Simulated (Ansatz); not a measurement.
```xyz
8
Lattice="3.8202 0.0003 0.0000 -0.0003 3.8202 0.0000 0.0000 0.0000 22.2261" Properties=species:S:1:pos:R:3 pbc="T T T"
Sn    3.8197    3.8203    4.4999
O     3.8198    1.9102    5.6814
O     1.9096    3.8201    5.6814
Sn    1.9097    1.9100    6.8630
Sn    1.9097    1.9100   11.0630
O     1.9096    3.8201   12.2446
O     3.8198    1.9102   12.2446
Sn    3.8197    3.8203   13.4261
```

PAW files of the earlier set (soft_1).

All numbers below come from DFT PBE+D3(BJ), scalar-relativistic, plane waves, PAW (Ansatz).

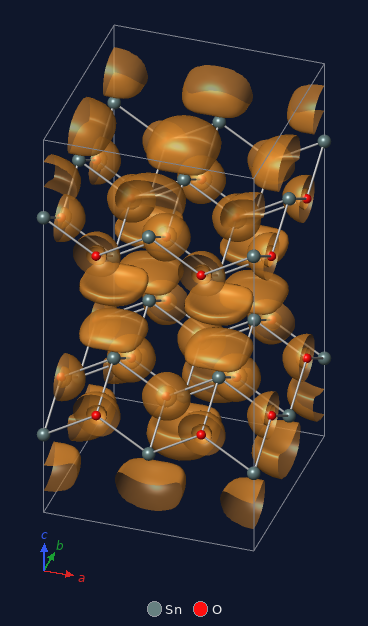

SnO (slab). Isosurface of the ELF at 0.7 (orange), seen at an oblique angle. Only the valence region is drawn (cores and ρ < 0.01 e/Å³ removed). Sticks mark near contacts.

Core electrons are frozen (PAW), and the valence fields are smoothed inside the atomic spheres.

### Describe the localisation domains.

The surface consists of four lobes on Sn, pointing away from the bonds (lone pairs) and four regions wrapped around O (the valence shell of each), counted in one cell of 8 atoms. Counts are for one cell; the picture repeats the cell along the surface. Profiles from the grid: Sn–O (2.25 Å): the ELF peaks at about 0.85 in the valence shell of O, 0.6 Å from its nucleus, and is about 0.20 at the midpoint: no localised pair shows between them.

### Does the calculation make it a metal, or give it a gap?

It is gapped, with a Kohn–Sham gap of 2.4 eV on the k-point mesh (the band edges may lie off the mesh, which would make the gap smaller).
